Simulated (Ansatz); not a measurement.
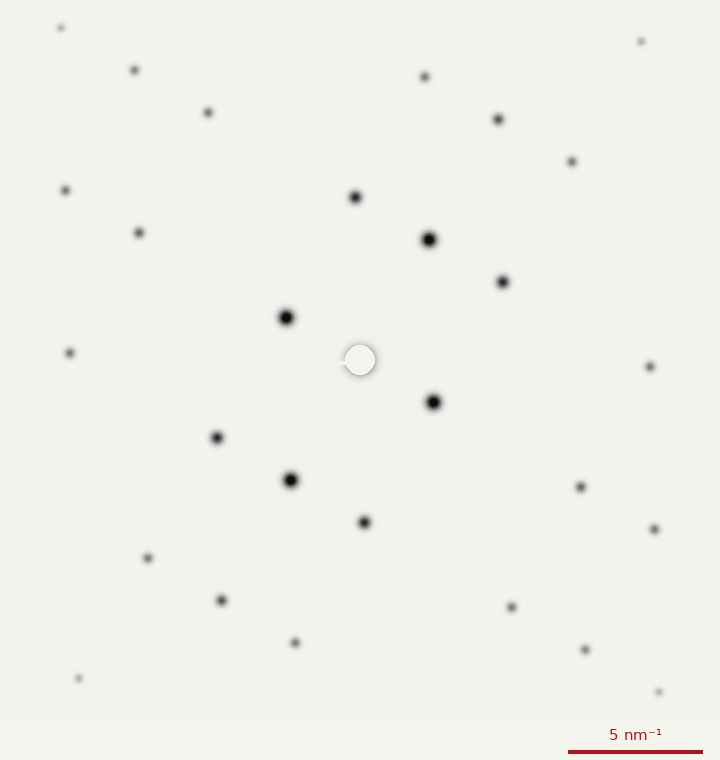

Simulated selected-area electron diffraction pattern (300 kV, kinematic approximation, thin crystal, B = 1 Å² for all atoms).

Describe the geometry of this pattern.

Answer. The spots form a rectangular net whose two shortest vectors correspond to d = 3.14 Å and 1.92 Å, 90.0° apart.

What is the point symmetry of the pattern, intensities included?

Answer. 2mm. A zero-layer kinematic pattern is always centrosymmetric (Friedel's law).

What was simulated?

Answer. This cannot be fixed from one zone alone; the pattern is [211] of Rh, space group Fd-3m (No. 227), a = 5.436 Å. The net vectors are -1 1 1 and 0 -2 2. Structure: the input geometry of an electronic-structure calculation (not necessarily at equilibrium); the starting structure was generated, so it need not be a known form of this composition.
